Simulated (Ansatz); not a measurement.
The structure in question:

```xyz
25
Lattice="0.0000 -6.3830 6.7579 0.0000 -6.3830 -6.7579 7.3704 6.3830 0.0000" Properties=species:S:1:pos:R:3 pbc="T T T"
Zr    1.9576   -5.2257    3.9236
Zr    0.0045   -8.5085   -2.7646
Zr    3.7169   -2.0869    3.9935
Zr    1.8322   -5.3335   -2.7208
Zr    0.0035   -8.6217    3.9151
Zr    5.4201   -5.2251   -2.8345
Zr    3.6613   -2.0867   -2.7650
Zr    5.5460    1.0488   -2.7211
S     3.6410   -4.2103   -4.2508
S     1.8206   -7.4036    2.5592
S     5.5313   -1.0381   -4.2188
S     3.7372   -4.2103    2.5076
S     1.8469   -1.0374    2.5394
S     0.0041   -4.2931   -4.2543
S     5.5575   -1.0207    2.5597
S     0.0044   -4.2507    2.5523
S     1.8641   -9.5630   -1.3209
S     0.0038   -6.3990   -1.2758
S     3.6993   -6.3570   -1.2988
S     1.8244   -3.1716   -1.3153
S     0.0030   -6.3601    5.3998
S     5.5141   -3.1794   -1.3215
S     3.6784    0.0255   -1.2988
S     5.5532    3.2104   -1.3152
H     0.0000    0.0000    0.0000
```

**Work out the structure from the coordinates.**

Its composition is Zr8HS16. In the cell are 8 Zr, 1 H, 16 S, which makes 1 formula unit. The coordination shell of Zr holds six S in a distorted octahedral arrangement at 2.49 to 2.71 Å. Each H atom is coordinated by one S at 1.36 Å. Not all metal-metal contacts are counted. The bonds build Zr8HS16 layers parallel to (1-10).

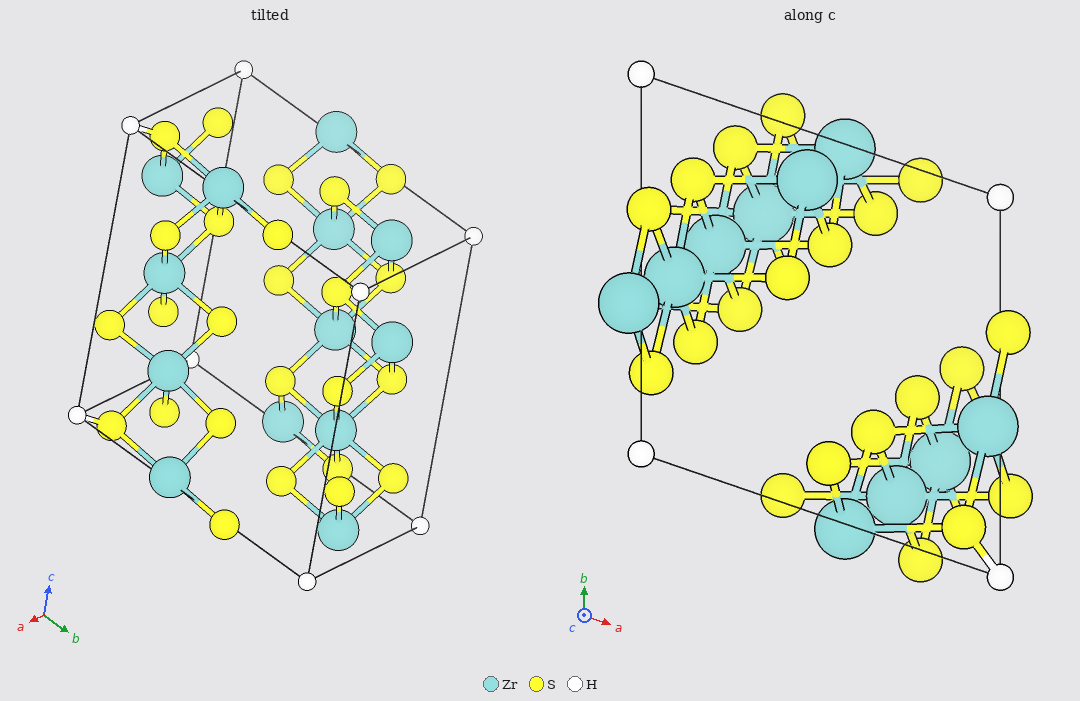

The image is a ball-and-stick drawing of a crystal, viewed slightly off an axis and along the c axis. The edges of the simulation cell are marked. Colours: zirconium light teal, hydrogen white, sulfur yellow.

Origin of the cell: a structure listed in the Materials Project, repeated into a supercell with a point defect put in. The cell was then strained or its atoms displaced on purpose. Ansatz was used for an electronic-structure calculation on it.
